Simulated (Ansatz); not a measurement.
**Run report: N, single-point calculation**

System: N (2 atoms in the cell).
Method: DFT, r2SCAN, plane waves, PAW, no spin polarisation (Ansatz 0.2.0).

The structure derives from a Materials Project entry. Figures and captions count atoms from 1; the log counts them from 0 in places.

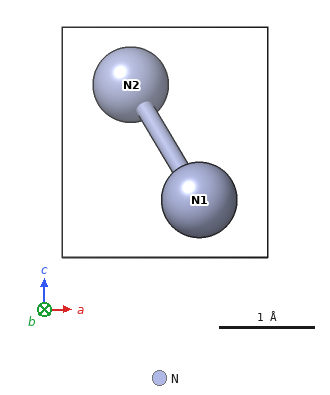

The input geometry (ball-and-stick view of the cell of the calculation, along the b axis; atoms are numbered from 1 in the order of the input).

**Input file**
```yaml
crystal:
  lattice:
    - [2.4983007389, 0.0, 0.0]
    - [-1.2491503695, 2.1635919062, 0.0]
    - [0.0, 0.0, 2.4254463895]
  atoms:
    - { symbol: "N", position: [0.6666666667, 0.3333333333, 0.25] }
    - { symbol: "N", position: [0.3333333333, 0.6666666667, 0.75] }
kpoints:
  mp_grid: { grid: [16, 16, 15], shift: [0.5, 0.5, 0.5] }
scf:
  occupations: { method: gaussian, width: 0.05 }
hamiltonian:
  xc: r2scan
  pseudopotentials: { kind: paw }
output:
  forces: true
  stress: true
  eigenvalues: true
  efg: { contact_densities: true }
  write_density: true
  write_potential: true
  elf: true
  volumetric_format: npy
```

Hardware: 1 thread of an x86-64 CPU, shared host.

Launched with:
```bash
ansatz run input.yaml --threads 1 --pin off --max-ram 2048MiB --backend cpu --events-out ev --progress --plain --runs-dir out
```

**Log**
```
Warning: crystal.symmetry: narrowed to the stabiliser of the k-point mesh — unitary ops 24 → 8; excluded 16 operations that carry a point of the 16×16×15 mesh (shift [0.5, 0.5, 0.5]) off the mesh (the run samples exactly the mesh kpoints.mp_grid names, as under crystal.symmetry.detect: false, and its converged state has the mesh's symmetry, not the crystal's; ε∞, the Born charges and the force constants of a linear response (`dielectric:` by the response, `phonons.method: dfpt`) are averaged over those of the crystal's operations that the state keeps within a tolerance, where `mesh_tensors`, `unaveraged_element` or `gamma_mean_max_change_ev_ang2` stands beside them; a row that `dielectric.field_direction` solves alone is averaged likewise, with nothing beside; a Γ-centred mesh of equal divisions is mapped onto itself by every operation and keeps the whole group, as does a half-shifted one under kpoints.further_shifts: images)
Engine: ansatz 0.2.0, x86_64-unknown-linux-gnu
Pseudopotentials: kind: paw
Pseudopotential: N, paw, valence charge 5, recommended cutoff 500 eV (meta_gga), N.paw.azcp
Functional definition: r2SCAN
  parameter k0 = 0.174
  parameter k1 = 0.065
  parameter a1 = 4.9479
  exchange = r2scan_x(k0 = k0, k1 = k1, a1 = a1)
  correlation = r2scan_c
Crystal: 2 atoms, lattice volume = 13.110 Å³
Basis set: ecut = 500 eV, 327 PW (Γ), exchange–correlation on 80×80×72 points (64 copies of the dense FFT grid, shifted against one another)
Bands: 9, of which v1, the nominal top of the filled ones, is band 5 counted from 1 (4 counted from 0)
Symmetry: 8 space group operations
k-points: 576 of 3840
Non-local potential: N, projectors of the file, l = 0: 2, l = 1: 2, l = 2: 1
PAW form: soft (Blöchl's): semilocal exchange-correlation on the pseudo side does not see the compensation charge
PAW frozen core: N, regenerated for the run's functional (the file was generated under x = pbe(κ = 0.804, μ = 0.2195149727645171), c = pbe(β = 0.06672455060314922))
PAW one-centre angular grid: N, 302 points (default); XC on 160 Gauss nodes
Initial density: superposition of atomic densities (neutral atoms: chi_scale 0, normalization atom), corrected by the library's trained network
Initial wavefunctions: pseudopotential atomic-orbital guess
Functional: x = r2scan, c = r2scan; τ floored in thin density (d = 2e-4 eV/Å³)
SCF iter   1: F=—  HF=-761.826730 eV  |F-HF|=—  |Δ(HF+E_count)|=         —  Δρ=1.51e-2  dr2=9.59e-3  dr2_τ=1.80e-2  ethr=1.77e-3  ⟨swp⟩=5.0  Hψ=31884  notcnv=0
preconditioner: auto → none  [metal: Δε(μ)=0.007 eV  Ē_g=16.432 eV  σ=0.050 eV  W_gap=0.07  n_scr=2 (ndim 8)  ℏωp=32.4 eV  f_vac=0.000  D(μ)=0.84/eV (n_scr^D=8)  sad-step TF]
SCF iter   2: F=—  HF=-761.864514 eV  |F-HF|=—  |Δ(HF+E_count)|=   3.78e-2  Δρ=7.76e-3  dr2=2.16e-3  dr2_τ=2.29e-4  ethr=9.59e-5  ⟨swp⟩=2.9  Hψ=14899  notcnv=0  defer=63
SCF iter   3: F=—  HF=-761.865013 eV  |F-HF|=—  |Δ(HF+E_count)|=   4.99e-4  Δρ=1.29e-3  dr2=8.24e-5  dr2_τ=1.02e-5  ethr=2.16e-5  ⟨swp⟩=2.8  Hψ=8488  notcnv=0  defer=63
SCF iter   4: F=—  HF=-761.865014 eV  |F-HF|=—  |Δ(HF+E_count)|=   6.30e-7  Δρ=2.11e-4  dr2=3.08e-6  dr2_τ=2.44e-7  ethr=8.24e-7  ⟨swp⟩=2.5  Hψ=8063  notcnv=0  defer=63
iter 5 did not close the SCF: its close was put off for the readings that it lacked (scf_convergence_deferred on its scf_iter line)
SCF iter   5: F=-761.865016 eV  HF=-761.865016 eV  |F-HF|=1.07e-8  |Δ(HF+E_count)|=   2.21e-6  Δρ=1.95e-5  dr2=2.80e-8  dr2_τ=2.57e-9  ethr=3.08e-8  ⟨swp⟩=2.1  Hψ=6984  notcnv=0  defer=63
SCF iter   6: F=-761.865016 eV  HF=-761.865016 eV  |F-HF|=2.49e-10  |Δ(HF+E_count)|=   5.22e-9  Δρ=6.28e-6  dr2=3.04e-9  dr2_τ=2.25e-10  ethr=2.80e-10  ⟨swp⟩=5.3  Hψ=26455  notcnv=0
SCF 1 converged in 6 iterations: F = -761.865016 eV  dr2 = 3.04e-9
  greatest PAW one-centre occupation: 0.863 electrons in one spin orbital (limit 2), on the N atom at site 1 (counted from 0), in its partial waves of l = 0
```

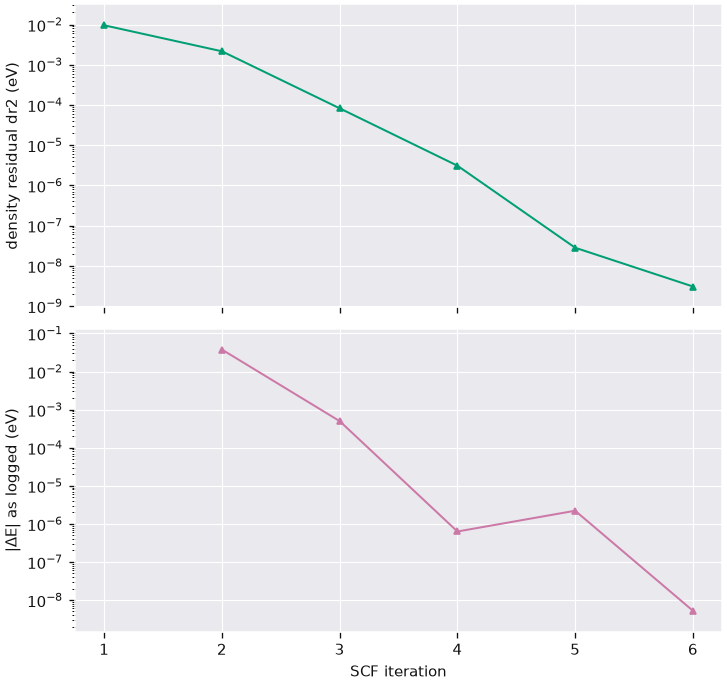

Convergence of the self-consistent field: density residual dr2 and size of the energy change against the SCF iteration. The residual falls at every step.

```
SCF converged after 6 iterations
Free energy (F): -761.865016 eV
Harris-Foulkes:  -761.865016 eV  (|F-HF|=2.49e-10)
Internal energy: -761.863992 eV  (E = F + TS)
E sigma→0 (E₀):  -761.864504 eV
Entropy (-TS):   -0.001024 eV (-0.512 meV/atom)
Fermi energy:    10.590850 eV
--- Per-component energies (eV) ---
  E_band       = 14.938943
  E_kinetic    = 246.235352
  E_local      = -239.556167  (includes V_loc(G=0)·N_el)
  E_nonlocal   = 93.714713
  E_hartree    = 51.784870
  E_xc         = -115.653865
  E_vxc        = -165.233659  (∫ρ·V_xc dr)
  E_paw        = -253.546778  (= ΣΔE_a)
  E_vpaw       = -33.840998  (= ΣTr[D̂ρ^β])
  E_aug_tail   = 0.000025  (compensation charges beyond the density's cutoff)
  E_vtau       = 10.050608  (kinetic-family band-sum trace: ∫τ·v_τ [+ j·A + Jᵃ·Aᵃ] dr)
  E_ewald      = -544.783012
  E_core_change = -0.059129  (= ΣΔE_core)
  E_smearing   = -0.001024  (= −TS)
  E_closure    = 0.000000  (closes the sum)
  Σ components = -761.865016   (vs F -761.865016, Δ=0.00e0)
--- Forces (eV/Å), atoms counted from 1 ---
  atom   1  N     -0.00388556     0.00224333     0.00000000
  atom   2  N      0.00388556    -0.00224333     0.00000000
  max |Σ_I F_I| component: 8.67e-19 eV/Å
--- Stress (GPa, compression-positive) ---
       16.926764      -0.169878       0.000000
       -0.169878      16.730607       0.000000
        0.000000       0.000000       5.259003
  P = ⅓ Tr σ = 12.9721 GPa (129.721 kbar)
--- PAW observables at the nuclei: V_zz in 10²¹ V/m², potentials from the cell's mean, atoms counted from 1 ---
  atom   1  N  V_zz =    +2.465099   η = 0.0791   by run symmetry: allowed
            electrostatic potential = -513.986132 V   contact ρ = 1424.591972 e/Å³
  atom   2  N  V_zz =    +2.465099   η = 0.0791   by run symmetry: allowed
            electrostatic potential = -513.986132 V   contact ρ = 1424.591972 e/Å³
--- Band table (eV; the first three rows and the last of 576) ---
  k-point 0: bands = ["-12.9742", "3.7953", "5.7196", "7.8468", "8.0534", "13.6091", "13.7604", "17.2851", "26.5199"]
  k-point 1: bands = ["-12.7830", "2.2643", "6.6393", "7.9876", "8.4872", "13.5252", "13.6839", "17.0707", "27.2331"]
  k-point 2: bands = ["-12.4014", "0.5102", "7.3066", "8.2643", "9.2692", "13.3427", "13.5204", "16.6709", "28.5678"]
  k-point 575: bands = ["-3.9022", "-3.9022", "1.4930", "1.4930", "9.7154", "9.7154", "15.0551", "15.0551", "31.2825"]
```

**File rho_z.tsv**
```
# z_ang	rho[e/angstrom^3]
# format = ansatz-planar-average/11
# lattice	2.498300739	0.000000000	0.000000000
# lattice	-1.249150369	2.163591906	0.000000000
# lattice	0.000000000	0.000000000	2.425446389
# sites	2
# site	7	1.249150369	0.721197302	0.606361597
# site	7	-0.000000000	1.442394604	1.819084792
0.000000	6.141970e-1
0.134747	6.520532e-1
0.269494	7.428399e-1
0.404241	8.370267e-1
0.538988	8.934044e-1
0.673735	8.934044e-1
0.808482	8.370267e-1
0.943229	7.428399e-1
1.077976	6.520532e-1
1.212723	6.141970e-1
1.347470	6.520532e-1
1.482217	7.428399e-1
1.616964	8.370267e-1
1.751711	8.934044e-1
1.886458	8.934044e-1
2.021205	8.370267e-1
2.155952	7.428399e-1
2.290699	6.520532e-1
```

**File v_z.tsv**
```
# z_ang	v_es[eV]	v_tot[eV]
# format = ansatz-planar-average/11
# xc	r2scan
# density_cutoff_ev	2000
# datasets	N=:simpson_from_first_knot:soft:shift=0
# lattice	2.498300739	0.000000000	0.000000000
# lattice	-1.249150369	2.163591906	0.000000000
# lattice	0.000000000	0.000000000	2.425446389
# sites	2
# site	7	1.249150369	0.721197302	0.606361597
# site	7	-0.000000000	1.442394604	1.819084792
0.000000	6.612631e0	-7.276030e0
0.134747	5.486443e0	-8.433284e0
0.269494	2.864888e0	-1.111669e1
0.404241	3.183602e-1	-1.366923e1
0.538988	-1.171173e0	-1.515874e1
0.673735	-1.171173e0	-1.515874e1
0.808482	3.183602e-1	-1.366923e1
0.943229	2.864888e0	-1.111669e1
1.077976	5.486443e0	-8.433284e0
1.212723	6.612631e0	-7.276030e0
1.347470	5.486443e0	-8.433284e0
1.482217	2.864888e0	-1.111669e1
1.616964	3.183602e-1	-1.366923e1
1.751711	-1.171173e0	-1.515874e1
1.886458	-1.171173e0	-1.515874e1
2.021205	3.183602e-1	-1.366923e1
2.155952	2.864888e0	-1.111669e1
2.290699	5.486443e0	-8.433284e0
```

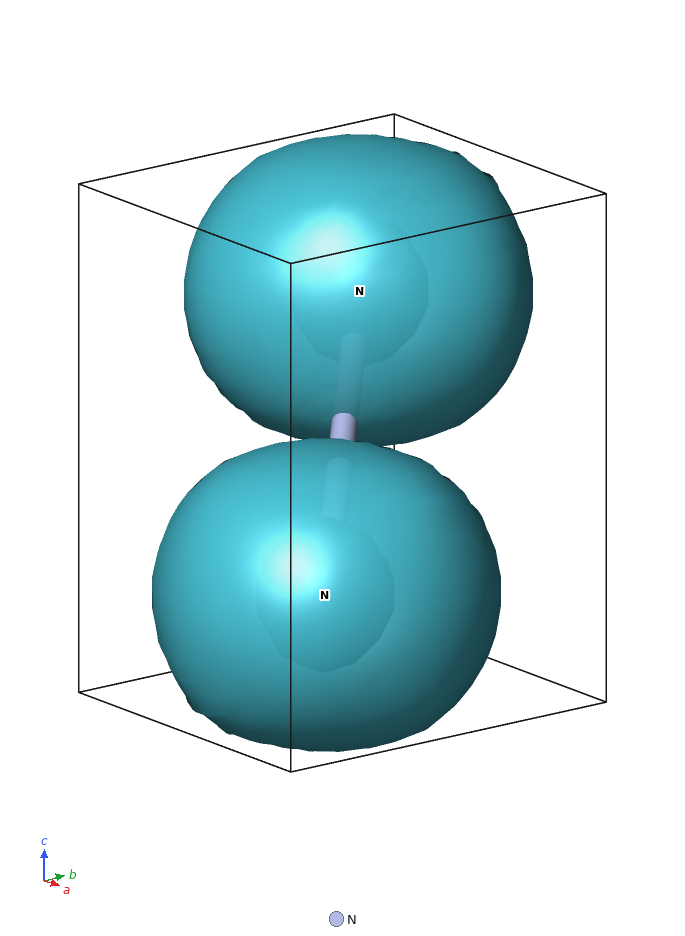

Isosurface of the electron localisation function at 0.6 (cyan), seen slightly off an axis. Core shells and regions of very low density are left out. Sticks mark near contacts. The outline is the cell set on symmetry axes. The fields are those of the smooth PAW valence density.

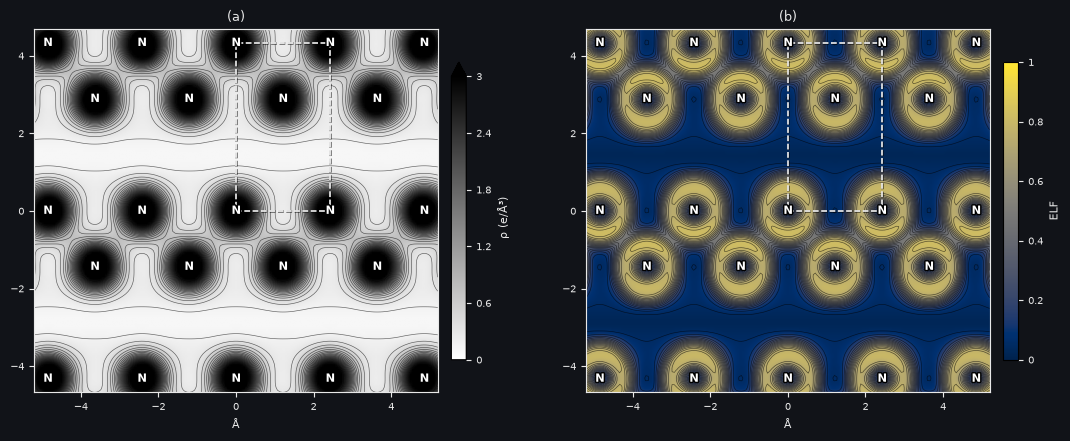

(a) valence electron density; (b) electron localisation function on the (110) plane of the conventional cell. The plane passes through N nuclei. Away from the nuclei the density in this plane falls to 0.09 e/Å³ at its lowest.

**Key numbers**

- outcome: converged
- space group (tolerance 0.01 Å): P6₃/mmc (194)
- electrons treated: 10
- free energy: −761.8650 eV
- Fermi energy: 10.591 eV
- pressure: 12.97 GPa
- largest force (length of the vector): 0.004 eV/Å
- wall time: 14 s
- peak memory: 0.47 GiB

**Remarks**

Settings chosen away from the usual ones: kpoints.mp_grid.shift = [0.5, 0.5, 0.5], scf.occupations.method = "gaussian", scf.occupations.width = 0.05. The program warns: the k-point mesh lowers the symmetry that the run can use.
